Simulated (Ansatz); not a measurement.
## Run report: Cu, geometry relaxation (part 3 of 3)

Continued. System: Cu (defect cell, 28 atoms in the cell). Method: DFT LDA, scalar-relativistic, plane waves, PAW, no spin polarisation (Ansatz 0.2.0); cutoff 420 eV, 4×4×4 k-mesh, Gaussian smearing of 0.1 eV. The structure derives from a Materials Project entry. It belongs to a series of runs on one base structure; here: Cu interstitial, charge +0, atoms relaxed at the host's cell.

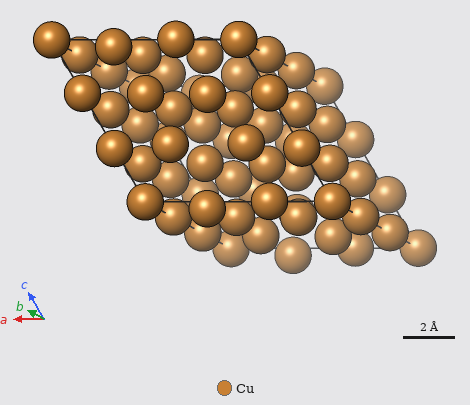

The geometry at step 4 of the log (spheres-only view of the cell of the calculation, seen at an oblique angle).

**Output, continued**
```
  k-point 35: bands = ["-93.2439", "-93.1249", "-93.1231", "-93.1217", "-93.1208", "-93.1197", "-93.1085", "-93.0287", "-93.0277", "-93.0256", ... 110 levels left out ..., "13.1810", "13.3186", "13.3193", "13.3246", "13.3963", "13.3963", "13.5123", "13.5916", "13.5918", "13.6306", "13.6309", "13.6886", "13.8381", "13.8388", "13.8530", "13.9995", "14.0566", "14.0585", "14.1197", "14.1199", "14.1892", "14.2642", "14.2939", "14.2944", "14.4079", "14.4085", "14.4324", "14.4330", "14.4497",
      "14.4694", "14.4935", "14.5794", "14.5806", "14.7065", "14.7068", "14.7105", "14.7108", "14.8412", "14.9287", "14.9586", "15.0214", "15.0215", "15.0887", "15.0890", "15.1094", "15.1278", "15.1541", "15.1546", "15.2226", "15.2226", "15.2488", "15.2492", "15.3386", "15.3908", "15.4025", "15.4279", "15.4287", "15.4915", "15.5006", "15.5215", "15.5216", "15.6002", "15.6053", "15.6058", "15.6330", "15.6339", "15.6949", "15.6953", "15.7508",
      "15.7514", "15.7841", "15.8045", "15.8488", "15.8608", "15.8614", "15.9038", "15.9050", "15.9703", "15.9705", "15.9958", "16.0427", "16.0428", "16.1335", "16.1652", "16.1713", "16.2175", "16.2180", "16.2623", "16.2769", "16.2784", "16.3919", "16.3926", "16.3977", "16.3990", "16.4188", "16.4525", "16.5206", "16.5502", "16.5561", "16.5569", "16.6315", "16.6319", "16.7292", "16.7295", "16.7646", "16.7649", "16.7820", "16.8129", "16.8665",
      "16.8674", "16.9121", "16.9125", "16.9248", "16.9255", "16.9344", "16.9388", "16.9707", "16.9712", "17.0024", "17.0607", "17.0623", "17.1157", "17.1163", "17.1981", "17.2000", "17.2289", "17.2293", "17.2578", "17.2579", "17.2791", "17.2792", "17.3119", "17.3648", "17.3650", "17.4012", "17.4420", "17.4548", "17.4551", "17.5331", "17.5340", "17.8777", "18.4866", "18.4968", "18.4975", "18.5914", "18.5921", "18.6782", "19.9946", "19.9963",
      "20.1649", "20.1655", "20.2181", "20.3713", "22.0980", "22.3982", "22.4004", "22.6974", "22.6993", "22.7048", "23.1571", "23.4661", "23.4680", "23.6164", "24.0790", "24.3843", "24.3850", "25.7501", "25.7534", "26.2236", "26.4643", "26.4657", "26.8269", "27.6840", "28.2292", "28.2309", "28.3530", "28.3549", "28.7748", "29.0029", "29.0043", "29.2287", "29.4334", "29.4348", "29.6037", "30.8407", "30.8426", "30.8888", "30.8911", "30.9969",
      "31.1555", "31.2796", "31.2815", "31.3618", "31.3626", "31.3927", "31.4569", "31.7059", "31.7070", "31.7194", "31.8365"]
--- Relaxed structure (7 steps of the walk, 7 accepted, 0 SCFs on fresh bases) ---
  F+E_penalty+E_count = -183555.02819640 eV   max|allowed force component| = 1.857e-2 eV/Å
  atoms:
    - { symbol: Cu, position: [0.6980953678541598, -0.03138822879267803, -0.03209016894950304] }
    - { symbol: Cu, position: [0.3339346940574031, 0.0010035122935250877, 0.00027653005711887266] }
    - { symbol: Cu, position: [-0.0022281362450935595, 0.0009043241642950722, 0.0002214375708831409] }
    - { symbol: Cu, position: [0.6970345028767837, 0.3639775598975148, -0.03088678891073446] }
    - { symbol: Cu, position: [0.301376959985861, 0.3652808313413384, -0.03197967350433553] }
    - { symbol: Cu, position: [-0.0005713976862211922, 0.33133673562022925, 0.0018296216752003713] }
    - { symbol: Cu, position: [0.6641483552023026, 0.6665448342144131, 0.0018435709231182096] }
    - { symbol: Cu, position: [0.3338706011790877, 0.664728985663442, 0.0003220597028307792] }
    - { symbol: Cu, position: [-0.00017515188596123332, 0.6670229137395773, 0.0021831441716466116] }
    - { symbol: Cu, position: [0.6980009398288326, -0.031505196281400666, 0.3643369690012015] }
    - { symbol: Cu, position: [0.30102495342925717, -0.032346920855657046, 0.36517675047060344] }
    - { symbol: Cu, position: [-0.00040938237775450803, 0.0032683644371885867, 0.32976612790543164] }
    - { symbol: Cu, position: [0.6657675993155041, 0.3327431513840276, 0.3321786383555437] }
    - { symbol: Cu, position: [0.30161607577778077, 0.36462278582227897, 0.3648274481827944] }
    - { symbol: Cu, position: [0.00207849534880139, 0.33275716719396803, 0.3321188731237876] }
    - { symbol: Cu, position: [0.6658346821949609, 0.6689355991349568, 0.3321211190110546] }
    - { symbol: Cu, position: [0.3361885159938716, 0.666460001177066, 0.3298531104504897] }
    - { symbol: Cu, position: [1.000002053584034, 0.6667615873122551, 0.33008774925279616] }
    - { symbol: Cu, position: [0.6637544417104281, 0.003048873962416432, 0.6660436492168793] }
    - { symbol: Cu, position: [0.33392923044710254, 0.0008904890222761752, 0.6640476285007085] }
    - { symbol: Cu, position: [-0.0003573720966070226, 0.0032358491321834437, 0.6663166176060813] }
    - { symbol: Cu, position: [0.665754504244649, 0.33282112909868145, 0.6683290840556028] }
    - { symbol: Cu, position: [0.33581729989788045, 0.3309432051931061, 0.6662756489033155] }
    - { symbol: Cu, position: [0.9993796358405795, 0.33125100517816675, 0.6666389208137375] }
    - { symbol: Cu, position: [0.6641255144812724, 0.6664780020906246, 0.6665902198343366] }
    - { symbol: Cu, position: [0.33610940156185276, 0.6666470035503774, 0.6664705615025838] }
    - { symbol: Cu, position: [0.000198280236913706, 0.6674824615179656, 0.6656568159544797] }
    - { symbol: Cu, position: [0.4985489580423178, 0.1658088519878613, 0.1671446457223473] }
```

**Trajectory as extended XYZ (Å, eV, eV/Å), 3 of the 7 frames kept, from step=1 to step=7**
```
28
Lattice="-5.2774 -5.2774 0.0000 0.0000 -5.2774 5.2774 -5.2774 0.0000 5.2774" Properties=species:S:1:pos:R:3:forces:R:3 step=1 energy=-183538.45697
Cu   -3.4899   -3.5591    0.0145    0.8472  -0.4682 -13.2223
Cu   -1.7591   -1.7591    0.0000    0.1181  -0.0664  -0.0088
Cu    0.0000    0.0000    0.0000   -0.2062  -0.0948  -0.1589
Cu   -3.5179   -5.2846    1.7107    0.7005 -10.6057  -0.0791
Cu   -1.6934   -3.5911    1.8397    7.6199  -0.0407  -0.3991
Cu    0.0000   -1.7591    1.7591   -0.0553  -0.0215  -0.0108
Cu   -3.5182   -7.0365    3.5182    0.0295  -0.0188   0.0264
Cu   -1.7591   -5.2774    3.5182   -0.0890  -0.1821   0.2624
Cu    0.0000   -3.5182    3.5182    0.2447   0.0222   0.2540
Cu   -5.1050   -3.5541    1.7875  -34.2674  -2.0472  -0.8532
Cu   -3.5256   -1.6984    1.7043    0.8281  14.3411  -0.4672
Cu   -1.7591    0.0000    1.7591    0.1371   0.1950  -0.0063
Cu   -5.2774   -5.2774    3.5182   -0.1192  -0.2590   0.1430
Cu   -3.6203   -3.4730    3.4262    0.8501  -0.6316  23.5501
Cu   -1.7591   -1.7591    3.5182   -0.0143   0.0143   0.0207
Cu   -5.2774   -7.0365    5.2774   -0.1260  -0.0536  -0.1098
Cu   -3.5182   -5.2774    5.2774    0.0354   0.2951  -0.2597
Cu   -7.0365   -8.7956    5.2774   -0.0240   0.0053   0.0129
Cu   -7.0365   -3.5182    3.5182    0.0924   0.0092  -0.1587
Cu   -5.2774   -1.7591    3.5182   -0.2776   0.3055   0.0784
Cu   -3.5182    0.0000    3.5182    0.0323  -0.0242  -0.0250
Cu   -7.0365   -5.2774    5.2774    0.2280  -0.1437  -0.1495
Cu   -5.2774   -3.5182    5.2774   -0.0402   0.0074   0.0503
Cu   -8.7956   -7.0365    5.2774    0.0373  -0.1551  -0.0832
Cu   -7.0365   -7.0365    7.0365    0.1390  -0.1867  -0.0068
Cu   -5.2774   -5.2774    7.0365    0.1037  -0.1049  -0.0187
Cu   -3.5182   -3.5182    7.0365    0.0124   0.0003  -0.0049
Cu   -3.5800   -3.4456    1.7892   23.1634  -0.0912  -8.3758
28
Lattice="-5.2774 -5.2774 0.0000 0.0000 -5.2774 5.2774 -5.2774 0.0000 5.2774" Properties=species:S:1:pos:R:3:forces:R:3 step=4 energy=-183555.02518
Cu   -3.5159   -3.5308   -0.3459   -0.0045   0.0079   0.0057
Cu   -1.7717   -1.7807    0.0152    0.0062   0.0073  -0.0069
Cu    0.0062   -0.0048    0.0021   -0.0006   0.0020   0.0034
Cu   -3.5137   -5.5251    1.7595   -0.0050  -0.0071  -0.0062
Cu   -1.4263   -3.5314    1.7561    0.0041   0.0016   0.0067
Cu    0.0111   -1.7491    1.7570    0.0057  -0.0051   0.0035
Cu   -3.5151   -7.0232    3.5088   -0.0035  -0.0005  -0.0040
Cu   -1.7551   -5.2847    3.5163    0.0009  -0.0042   0.0067
Cu   -0.0171   -3.5212    3.5315    0.0006  -0.0061  -0.0003
Cu   -5.6007   -3.5343    1.7636   -0.0054   0.0108  -0.0014
Cu   -3.5130   -1.3343    1.7628   -0.0145  -0.0221  -0.0050
Cu   -1.7150   -0.0175    1.7593    0.0130  -0.0084   0.0018
Cu   -5.2747   -5.2876    3.5197    0.0032   0.0098  -0.0064
Cu   -3.5093   -3.5389    3.8293   -0.0222   0.0281   0.0029
Cu   -1.7704   -1.7808    3.5041    0.0088   0.0096   0.0069
Cu   -5.2573   -7.0601    5.2953   -0.0067   0.0066  -0.0070
Cu   -3.5142   -5.2936    5.2378   -0.0048   0.0013  -0.0115
Cu   -7.0227   -8.8000    5.2669    0.0022  -0.0053  -0.0119
Cu   -7.0167   -3.5220    3.5314    0.0093  -0.0060   0.0049
Cu   -5.2587   -1.7796    3.5042   -0.0052  -0.0023   0.0018
Cu   -3.5154   -0.0238    3.5618   -0.0018   0.0012   0.0011
Cu   -7.0367   -5.2831    5.2803    0.0030  -0.0009  -0.0039
Cu   -5.2827   -3.5227    5.2591    0.0013  -0.0056   0.0048
Cu   -8.7921   -7.0352    5.2840   -0.0025   0.0038   0.0067
Cu   -7.0422   -7.0313    7.0361   -0.0026   0.0087   0.0011
Cu   -5.3170   -5.2985    7.0352    0.0003   0.0063   0.0013
Cu   -3.5190   -3.5536    7.0420    0.0064  -0.0110   0.0010
Cu   -3.5144   -3.3955    1.7361    0.0144  -0.0205   0.0039
28
Lattice="-5.2774 -5.2774 0.0000 0.0000 -5.2774 5.2774 -5.2774 0.0000 5.2774" Properties=species:S:1:pos:R:3:forces:R:3 step=7 energy=-183555.02820
Cu   -3.5147   -3.5184   -0.3350    0.0014  -0.0010   0.0139
Cu   -1.7637   -1.7676    0.0068   -0.0022  -0.0015   0.0024
Cu    0.0106    0.0070    0.0059    0.0009   0.0002   0.0001
Cu   -3.5155   -5.5993    1.7578    0.0018  -0.0146   0.0028
Cu   -1.4217   -3.5182    1.7589   -0.0136  -0.0001  -0.0021
Cu   -0.0066   -1.7456    1.7582   -0.0073   0.0036  -0.0010
Cu   -3.5147   -7.0225    3.5273    0.0006   0.0012   0.0059
Cu   -1.7637   -5.2700    3.5097   -0.0015   0.0018  -0.0029
Cu   -0.0106   -3.5192    3.5316   -0.0001   0.0030   0.0000
Cu   -5.6063   -3.5173    1.7565    0.0186  -0.0033   0.0007
Cu   -3.5158   -1.4179    1.7565    0.0039   0.0074   0.0022
Cu   -1.7381   -0.0151    1.7575   -0.0005   0.0018  -0.0013
Cu   -5.2665   -5.2695    3.5090    0.0004  -0.0015   0.0005
Cu   -3.5171   -3.5160    3.8496    0.0077  -0.0084  -0.0177
Cu   -1.7637   -1.7670    3.5088   -0.0033  -0.0022  -0.0025
Cu   -5.2666   -7.0441    5.2829    0.0027  -0.0017   0.0031
Cu   -3.5149   -5.2913    5.2579    0.0006  -0.0015   0.0011
Cu   -7.0194   -8.7961    5.2607   -0.0003   0.0026   0.0033
Cu   -7.0178   -3.5190    3.5310   -0.0027   0.0031  -0.0020
Cu   -5.2667   -1.7670    3.5091    0.0022   0.0007  -0.0013
Cu   -3.5145   -0.0152    3.5335   -0.0003  -0.0022   0.0039
Cu   -7.0404   -5.2698    5.2834   -0.0017   0.0007   0.0015
Cu   -5.2884   -3.5187    5.2627   -0.0008   0.0024  -0.0022
Cu   -8.7922   -7.0222    5.2662    0.0005   0.0025  -0.0082
Cu   -7.0227   -7.0221    7.0351    0.0060  -0.0002  -0.0005
Cu   -5.2910   -5.2919    7.0353   -0.0026  -0.0034  -0.0011
Cu   -3.5140   -3.5236    7.0354   -0.0021   0.0051  -0.0008
Cu   -3.5131   -3.5061    1.7571   -0.0082   0.0055   0.0024
```

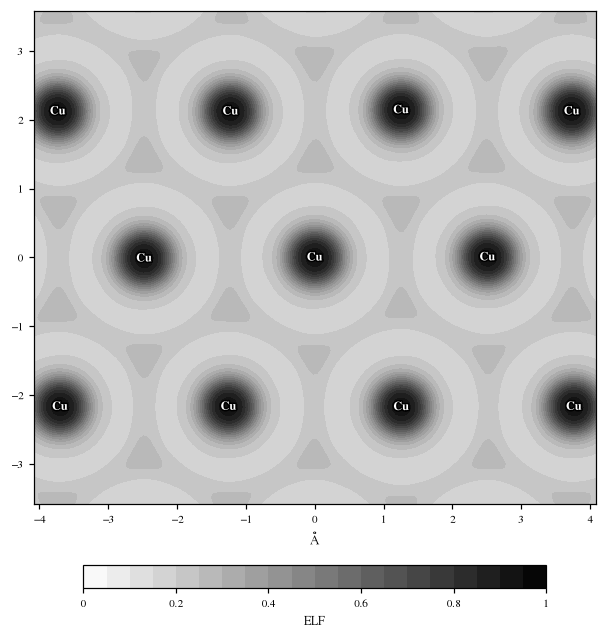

Electron localisation function on the (010) plane of the calculation cell. The plane passes through Cu nuclei. The strong features right at Cu lie inside the PAW spheres (semicore, d or f shells) and say nothing about bonding. Core electrons are frozen (PAW), so the fields are smoothed inside the atomic spheres.

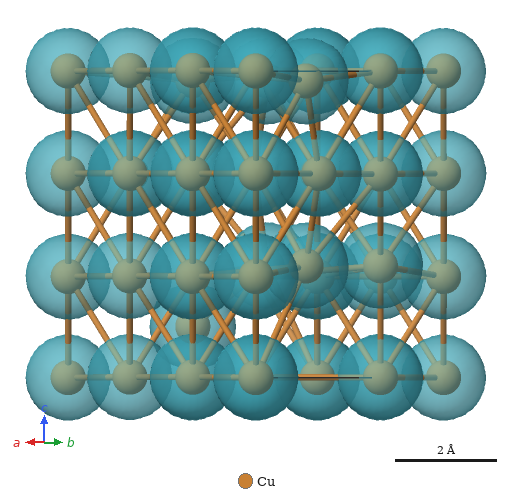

Isosurface of the valence pseudo-density at 0.8 e/Å³ (cyan), seen along [110]. Sticks mark near contacts. The outline is the calculation cell. At this value the density breaks into separate islands; it holds about 85 % of the electrons treated as valence (semicore included). It is pinched off along the Cu–Cu (2.09 Å) and Cu–Cu (2.26 Å) contacts. On the grid the lowest density along these lines, outside the cores, is 0.62 e/Å³ (Cu–Cu, 2.09 Å) and 0.46 e/Å³ (Cu–Cu, 2.26 Å).

The run was set up as follows.

**The input**
```yaml
crystal:
  lattice:
    - [-5.2773513497, -5.2773513497, 0.0]
    - [0.0, -5.2773513497, 5.2773513497]
    - [-5.2773513497, 0.0, 5.2773513497]
  atoms:
    - { symbol: Cu, position: [0.666473391, 0.0079406379, -0.0051842609] }
    - { symbol: Cu, position: [0.3333333333, 0.0, 0.0] }
    - { symbol: Cu, position: [0.0, 0.0, 0.0] }
    - { symbol: Cu, position: [0.6719084011, 0.3294585082, -0.0053000259] }
    - { symbol: Cu, position: [0.3263801653, 0.3541021682, -0.0055071293] }
    - { symbol: Cu, position: [0.0, 0.3333333333, 0.0] }
    - { symbol: Cu, position: [0.6666666667, 0.6666666667, 0.0] }
    - { symbol: Cu, position: [0.3333333333, 0.6666666667, 0.0] }
    - { symbol: Cu, position: [0.0, 0.6666666667, 0.0] }
    - { symbol: Cu, position: [0.6510539855, 0.022409533, 0.3162953244] }
    - { symbol: Cu, position: [0.3334669427, -0.0116452418, 0.3345884864] }
    - { symbol: Cu, position: [0.0, 0.0, 0.3333333333] }
    - { symbol: Cu, position: [0.6666666667, 0.3333333333, 0.3333333333] }
    - { symbol: Cu, position: [0.3474444696, 0.3106594603, 0.3385584381] }
    - { symbol: Cu, position: [0.0, 0.3333333333, 0.3333333333] }
    - { symbol: Cu, position: [0.6666666667, 0.6666666667, 0.3333333333] }
    - { symbol: Cu, position: [0.3333333333, 0.6666666667, 0.3333333333] }
    - { symbol: Cu, position: [1.0, 0.6666666667, 0.3333333333] }
    - { symbol: Cu, position: [0.6666666667, 0.0, 0.6666666667] }
    - { symbol: Cu, position: [0.3333333333, 0.0, 0.6666666667] }
    - { symbol: Cu, position: [0.0, 0.0, 0.6666666667] }
    - { symbol: Cu, position: [0.6666666667, 0.3333333333, 0.6666666667] }
    - { symbol: Cu, position: [0.3333333333, 0.3333333333, 0.6666666667] }
    - { symbol: Cu, position: [1.0, 0.3333333333, 0.6666666667] }
    - { symbol: Cu, position: [0.6666666667, 0.6666666667, 0.6666666667] }
    - { symbol: Cu, position: [0.3333333333, 0.6666666667, 0.6666666667] }
    - { symbol: Cu, position: [0.0, 0.6666666667, 0.6666666667] }
    - { symbol: Cu, position: [0.4961222676, 0.1567898123, 0.1822494777] }
basis:
  ecutwfc: 420
  xc_grid: 2
kpoints:
  mp_grid: { grid: [4, 4, 4], shift: [0.0, 0.0, 0.0] }
hamiltonian:
  xc: lda
scf:
  occupations: { method: gaussian, width: 0.1 }
output:
  forces: true
  stress: false
  eigenvalues: true
  write_density: true
  write_potential: true
  elf: true
  volumetric_format: npy
relax:
  adjacent_minimum: "off"
  f_tol: 0.025
  max_steps: 45
```

Launch command:
```bash
ansatz run input.yaml --threads 4 --pin off --max-ram 8192MiB --backend cpu --events-out ev --progress --plain --runs-dir out
```

**Summary**

| quantity | value |
| --- | --- |
| outcome | converged |
| electrons treated | 532 |
| free energy | −183555.0282 eV |
| Fermi energy | 18.945 eV |
| gap on the k-point mesh | none (metallic) |
| final volume | 293.95 Å³ |
| largest force (length of the vector) at the end | 0.021 eV/Å |
| hardware | 4 threads of Intel Xeon @ 2.70GHz, 189 GiB of memory available, shared host |
| wall time | 21 min (CPU time 83 min) |
| peak memory | 3.6 GiB |
